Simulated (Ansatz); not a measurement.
## Run report: CdTe, band-structure calculation

CdTe (F-43m, 2 atoms in the cell), computed with DFT PBE, spin-orbit coupling, plane waves, PAW (Ansatz 0.2.0).

The structure derives from an entry of the Crystallography Open Database. Figures and captions count atoms from 1; the log counts them from 0 in places.

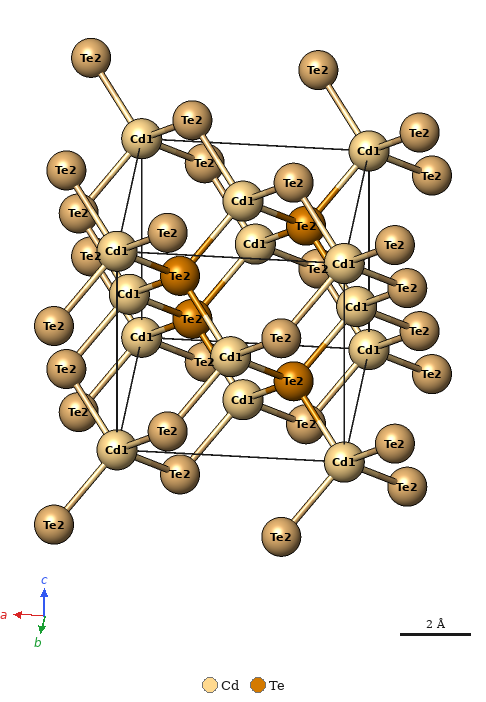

*The structure as given in the input (ball-and-stick view of the cell 4 times as large as that of the calculation, set on its symmetry axes, seen at an oblique angle; neighbours outside the cell are drawn fainter; atoms are numbered from 1 in the order of the input). An atom can appear more than once, as a periodic image.*

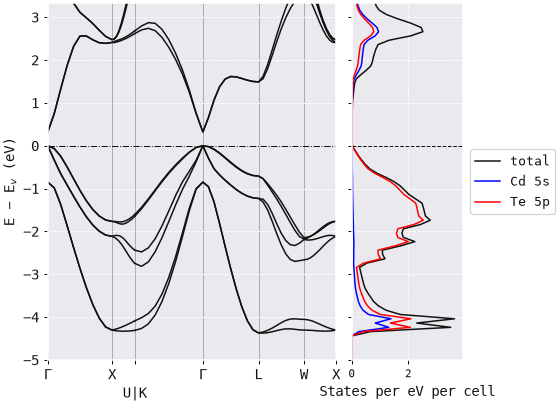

*Band structure along Γ–X–U|K–Γ–L–W–X and density of states (projected on Löwdin-orthogonalised atomic shells), with energies from the valence-band top.*

There is a gap of 0.32 eV on this path, direct, at Γ.

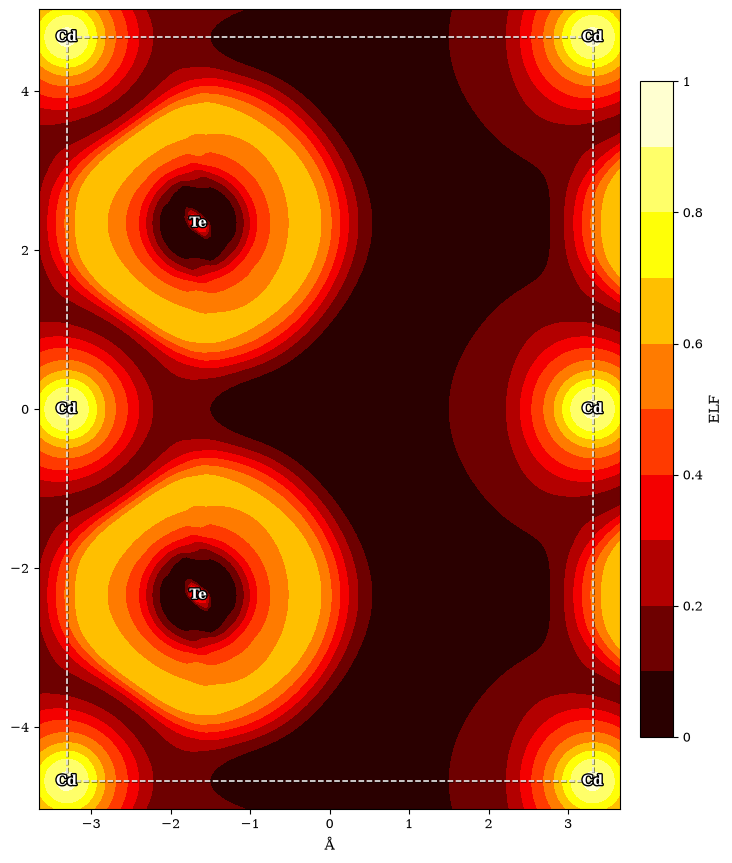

*ELF on the (011) plane of the conventional cell.*

The section cuts through Cd and Te sites. Cd–Te (2.87 Å): the ELF peaks at about 0.70 in the valence shell of Te, 1.2 Å from its nucleus, and drops to about 0.15 between the two atoms. The strong features right at Cd lie inside the PAW spheres (semicore, d or f shells) and say nothing about bonding. Core electrons are frozen (PAW), so the fields are smoothed inside the atomic spheres.

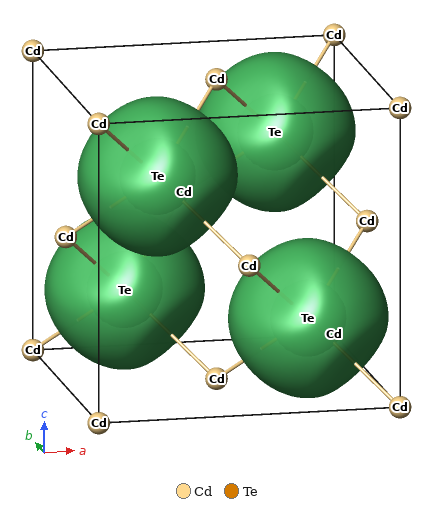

*Isosurface of the ELF at 0.45 (green), seen slightly off an axis. Core shells and regions of very low density are left out. Sticks mark near contacts. The outline is the cell set on symmetry axes.*

Along the contacts the grid gives the following. Cd–Te (2.87 Å): the ELF peaks at about 0.70 in the valence shell of Te, 1.2 Å from its nucleus, and drops to about 0.15 between the two atoms.

The input and output of the run follow.

**The input**
```yaml
crystal:
  lattice:
    - [0.0, 3.3086866433, 3.3086866433]
    - [3.3086866433, 0.0, 3.3086866433]
    - [3.3086866433, 3.3086866433, 0.0]
  atoms:
    - { symbol: Cd, position: [0.0, 0.0, 0.0] }
    - { symbol: Te, position: [0.25, 0.25, 0.25] }
basis:
  ecutwfc: 420
kpoints:
  mp_grid: { grid: [10, 10, 10] }
  band_path:
    path:
      - [[0.0, 0.0, 0.0], [-0.5, -0.5, 0.0], [-0.375, -0.375, 0.25]]
      - [[-0.375, 0.0, 0.375], [0.0, 0.0, 0.0], [0.0, 0.0, 0.5], [-0.5, -0.25, 0.25], [-0.5, -0.5, 0.0]]
    npoints: 10
hamiltonian:
  xc: pbe
scf:
  occupations: { method: gaussian, width: 0.02 }
output:
  forces: true
  stress: true
  eigenvalues: true
  populations: true
  dos: { projected: true, de: 0.02 }
  bader: false
  write_density: true
  write_potential: true
  elf: true
  volumetric_format: npy
magnetization:
  noncollinear: true
  spin_orbit: true
```

Command:
```bash
ansatz run input.yaml --threads 1 --pin off --max-ram 2560MiB --backend cpu --events-out ev --progress --plain --runs-dir out
```

**Output**
```
Engine: ansatz 0.2.0, aarch64-unknown-linux-gnu
Pseudopotentials: kind: paw_fr
Pseudopotential: Cd, paw_fr, valence charge 20, recommended cutoff 420 eV (normal), Cd.paw.azcp#standard-fr
Pseudopotential: Te, paw_fr, valence charge 16, recommended cutoff 420 eV (normal), Te.paw.azcp#standard-fr
Functional definition: PBE
  parameter kappa = 0.804
  parameter beta = 0.06672455060314922
  exchange = pbe_x(kappa = kappa, mu = beta*pi^2/3)
  correlation = pbe_c(beta = beta)
non-collinear run that drives no moment, with spin-orbit: no starting moment large enough to seed its density (crystal.atoms[].spin), no starting occupations that ask for one, no magnetisation constraint and no magnetic field, so the semilocal B_xc is pinned to zero
Crystal: 2 atoms, lattice volume = 72.443 Å³
Basis set: ecut = 420 eV, 1411 PW (Γ), exchange–correlation on 64×64×64 points (8 copies of the dense FFT grid, shifted against one another)
Bands: 44, of which v1, the nominal top of the filled ones, is band 36 counted from 1 (35 counted from 0)
Symmetry: 24 space group operations + 24 with time reversal
Magnetic group: BNS 216.75 (UNI 1577), of the structure as read, at distance tolerance 4.2e-5 Å
k-points: 47 of 1000 (time reversal used)
Projection manifold: j_resolved (fully-relativistic pseudo-atomic orbitals)
Non-local potential: Cd, projectors of the file, l = 0: 3, l = 1: 4, l = 2: 4, l = 3: 2
Non-local potential: Te, projectors of the file, l = 0: 2, l = 1: 4, l = 2: 4, l = 3: 4
PAW form: soft (Blöchl's): semilocal exchange-correlation on the pseudo side does not see the compensation charge
PAW one-centre angular grid: Cd, 590 points (default); XC on 64 Gauss nodes
PAW one-centre angular grid: Te, 590 points (default); XC on 64 Gauss nodes
Initial density: superposition of atomic densities (chi_scale 0.1, normalization cell, long waves kept (reshape's long-wave potential 0.00 eV rms))
Initial wavefunctions: pseudopotential atomic-orbital guess
Functional: x = pbe(κ = 0.804, μ = 0.2195149727645171), c = pbe(β = 0.06672455060314922)
SCF iter   1: F=—  HF=-15240.794744 eV  |F-HF|=—  |Δ(HF+E_count)|=         —  Δρ=2.25e-2  dr2=2.53e-1  dr2_m=0.00e0 (ungated)  ethr=3.10e-3  |M|=0.00e0 ∫|m|=0.00e0 μB  |m|>n=0.0e0 m-floor=0.0e0 τ_xc=0.0e0  β_m=0.30  ⟨swp⟩=9.9  Hψ=11176  notcnv=0
preconditioner: auto → none  [insulator: Δε(μ)=0.266 eV  Ē_g=11.345 eV  σ=0.020 eV  W_gap=1.00  n_scr=14 (ndim 8)  ℏωp=18.5 eV  f_vac=0.180  D(μ)=0.00/eV (n_scr^D=0)  ε∞_Penn≈3.7]
SCF iter   2: F=—  HF=-15240.746934 eV  |F-HF|=—  |Δ(HF+E_count)|=   4.78e-2  Δρ=1.23e-2  dr2=7.72e-2  dr2_m=0.00e0 (ungated)  ethr=7.04e-4  |M|=0.00e0 ∫|m|=0.00e0 μB  |m|>n=0.0e0 m-floor=0.0e0 τ_xc=0.0e0  β_m=0.45  ⟨swp⟩=2.8  Hψ=3344  notcnv=0  defer=158
SCF iter   3: F=—  HF=-15240.740578 eV  |F-HF|=—  |Δ(HF+E_count)|=   6.36e-3  Δρ=3.98e-3  dr2=7.43e-3  dr2_m=0.00e0 (ungated)  ethr=2.15e-4  |M|=0.00e0 ∫|m|=0.00e0 μB  |m|>n=0.0e0 m-floor=0.0e0 τ_xc=0.0e0  β_m=0.52  ⟨swp⟩=3.0  Hψ=3051  notcnv=0  defer=158
SCF iter   4: F=—  HF=-15240.741129 eV  |F-HF|=—  |Δ(HF+E_count)|=   5.51e-4  Δρ=6.29e-4  dr2=1.29e-4  dr2_m=0.00e0 (ungated)  ethr=2.06e-5  |M|=0.00e0 ∫|m|=0.00e0 μB  |m|>n=0.0e0 m-floor=0.0e0 τ_xc=0.0e0  β_m=0.55  ⟨swp⟩=2.2  Hψ=3172  notcnv=0  defer=158
SCF iter   5: F=—  HF=-15240.741186 eV  |F-HF|=—  |Δ(HF+E_count)|=   5.65e-5  Δρ=1.82e-4  dr2=9.03e-6  dr2_m=0.00e0 (ungated)  ethr=3.58e-7  |M|=0.00e0 ∫|m|=0.00e0 μB  |m|>n=0.0e0 m-floor=0.0e0 τ_xc=0.0e0  β_m=0.60  ⟨swp⟩=2.1  Hψ=2762  notcnv=0  defer=158
SCF iter   6: F=—  HF=-15240.741182 eV  |F-HF|=—  |Δ(HF+E_count)|=   3.91e-6  Δρ=3.84e-5  dr2=4.94e-7  dr2_m=0.00e0 (ungated)  ethr=2.51e-8  |M|=0.00e0 ∫|m|=0.00e0 μB  |m|>n=0.0e0 m-floor=0.0e0 τ_xc=0.0e0  β_m=0.72  ⟨swp⟩=2.0  Hψ=3230  notcnv=0  defer=158
SCF iter   7: F=-15240.741183 eV  HF=-15240.741183 eV  |F-HF|=6.92e-9  |Δ(HF+E_count)|=   7.36e-7  Δρ=3.29e-6  dr2=8.47e-9  dr2_m=0.00e0 (ungated)  ethr=2.78e-10  |M|=0.00e0 ∫|m|=0.00e0 μB  |m|>n=0.0e0 m-floor=0.0e0 τ_xc=0.0e0  ⟨swp⟩=15.4  Hψ=14593  notcnv=0
SCF 1 converged in 7 iterations: F = -15240.741183 eV  dr2 = 8.47e-9
  greatest PAW one-centre occupation: 1.000 electrons in one spin orbital (limit 2), on the Cd atom at site 0 (counted from 0), in its partial waves of l = 0
NSCF: frozen V_eff on 62 k-points
SCF converged after 7 iterations
Magnetization: |M| = 0.0000 μB,  M = (+0.0000, +0.0000, +0.0000) μB
Absolute magnetization: 0.0000 μB (∫|m|)
  site 0: m = (+0.0000, +0.0000, +0.0000) μB, |m| = 0.0000 μB  (R = 1.18 Å)
  site 1: m = (+0.0000, +0.0000, +0.0000) μB, |m| = 0.0000 μB  (R = 1.18 Å)
Free energy (F): -15240.741183 eV
Harris-Foulkes:  -15240.741183 eV  (|F-HF|=6.92e-9)
Internal energy: -15240.741183 eV  (E = F + TS)
E sigma→0 (E₀):  -15240.741183 eV
Fermi energy:    7.039137 eV
--- Per-component energies (eV) ---
  E_band       = -815.343780
  E_kinetic    = 684.959875
  E_local      = -5554.148498  (includes V_loc(G=0)·N_el)
  E_nonlocal   = -278.139059
  E_hartree    = 2788.669423
  E_xc         = -300.699730
  E_vxc        = -325.228317  (∫ρ·V_xc dr)
  E_paw        = -8750.570374  (= ΣΔE_a)
  E_vpaw       = -920.125278  (= ΣTr[D̂ρ^β])
  E_aug_tail   = -0.000158  (compensation charges beyond the density's cutoff)
  E_ewald      = -3830.812663
  E_smearing   = -0.000000  (= −TS)
  E_closure    = 0.000000  (closes the sum)
  Σ components = -15240.741183   (vs F -15240.741183, Δ=0.00e0)
--- Forces (eV/Å), atoms counted from 1 ---
  atom   1  Cd     0.00000000    -0.00000000    -0.00000000
  atom   2  Te    -0.00000000     0.00000000     0.00000000
  max |Σ_I F_I| component: 1.30e-16 eV/Å
--- Stress (GPa, compression-positive) ---
        0.042138       0.000000      -0.000000
        0.000000       0.042138       0.000000
       -0.000000       0.000000       0.042138
  P = ⅓ Tr σ = 0.0421 GPa (0.421 kbar)
--- Band table (eV; the first three rows and the last of 47) ---
  k-point 0: bands = ["-95.3432", "-95.3432", "-60.4546", "-60.4546", "-54.6339", "-54.6339", "-54.6339", "-54.6339", "-30.1140", "-30.1140", "-30.1140", "-30.1140", "-28.6521", "-28.6521", "-28.6482", "-28.6482", "-28.6482", "-28.6482", "-4.2138", "-4.2138", "-1.7982", "-1.7982", "-1.7982", "-1.7982", "-1.2301", "-1.2301", "-1.0540", "-1.0540", "-1.0540", "-1.0540", "6.0296", "6.0296", "6.8780", "6.8780", "6.8780", "6.8780", "7.1994", "7.1994", "11.0266", "11.0266", "11.3668", "11.3668", "11.3668", "11.3668"]
  k-point 1: bands = ["-95.3432", "-95.3432", "-60.4546", "-60.4546", "-54.6339", "-54.6339", "-54.6339", "-54.6339", "-30.1140", "-30.1140", "-30.1140", "-30.1140", "-28.6521", "-28.6521", "-28.6483", "-28.6483", "-28.6482", "-28.6482", "-4.1812", "-4.1812", "-1.8029", "-1.7900", "-1.7811", "-1.7811", "-1.2168", "-1.2168", "-1.0581", "-1.0516", "-1.0516", "-1.0418", "5.5667", "5.5667", "6.3421", "6.3421", "6.7898", "6.8004", "7.9418", "7.9418", "11.1043", "11.1043", "11.3561", "11.3561", "11.4965", "11.5021"]
  k-point 2: bands = ["-95.3432", "-95.3432", "-60.4546", "-60.4546", "-54.6339", "-54.6339", "-54.6339", "-54.6339", "-30.1140", "-30.1139", "-30.1139", "-30.1139", "-28.6520", "-28.6520", "-28.6483", "-28.6483", "-28.6482", "-28.6481", "-4.0957", "-4.0957", "-1.8027", "-1.7818", "-1.7313", "-1.7313", "-1.1827", "-1.1827", "-1.0520", "-1.0340", "-1.0340", "-1.0257", "4.5303", "4.5303", "6.0730", "6.0730", "6.5893", "6.6053", "8.4319", "8.4319", "11.4563", "11.4563", "11.5635", "11.5635", "11.7677", "11.7757"]
  k-point 46: bands = ["-95.3432", "-95.3432", "-60.4547", "-60.4547", "-54.6340", "-54.6339", "-54.6339", "-54.6339", "-30.1139", "-30.1139", "-30.1139", "-30.1138", "-28.6519", "-28.6518", "-28.6482", "-28.6481", "-28.6481", "-28.6481", "-3.7870", "-3.7640", "-1.7401", "-1.7167", "-1.6765", "-1.4389", "-1.0964", "-1.0772", "-1.0292", "-1.0037", "-0.7034", "-0.5846", "2.5700", "2.8008", "4.2616", "4.6782", "4.7593", "4.7643", "10.2645", "10.6072", "10.8601", "10.8762", "12.5540", "12.6771", "13.1659", "13.1924"]
--- Löwdin populations: 2 sites ---
  site symbol       q [e]
     0     Cd     18.8801
     1     Te     16.9096
  spilling = 0.005841 (of n_electrons = 36.000000)
```

**File populations.tsv**
```
# site	symbol	l	j	q
# orbitals = lowdin
# n_electrons = 36.000000
# spilling = 0.005841
0	Cd	0_4S	0.5	1.996723
0	Cd	0_5S	0.5	0.898588
0	Cd	1_4P	0.5	1.999776
0	Cd	1_4P	1.5	3.999536
0	Cd	2_4D	1.5	3.994553
0	Cd	2_4D	2.5	5.990931
1	Te	0_5S	0.5	1.909445
1	Te	1_5P	0.5	1.721694
1	Te	1_5P	1.5	3.279061
1	Te	2_4D	1.5	3.999783
1	Te	2_4D	2.5	5.999619
```

**Summary**

| quantity | value |
| --- | --- |
| outcome | converged |
| space group (tolerance 0.01 Å) | F-43m (216) |
| electrons treated | 36 |
| free energy | −15240.7412 eV |
| Fermi energy | 7.039 eV |
| gap on the k-point mesh | 0.32 eV |
| gap on the band path | 0.32 eV |
| net moment of the cell | 0.00 μB |
| integrated absolute moment | 0.00 μB |
| pressure | 0.04 GPa |
| largest force (length of the vector) | under 0.001 eV/Å |
| hardware | 1 thread of Arm Neoverse V2, 24 GiB of memory available, shared host |
| wall time | 63 s |
| peak memory | 0.59 GiB |
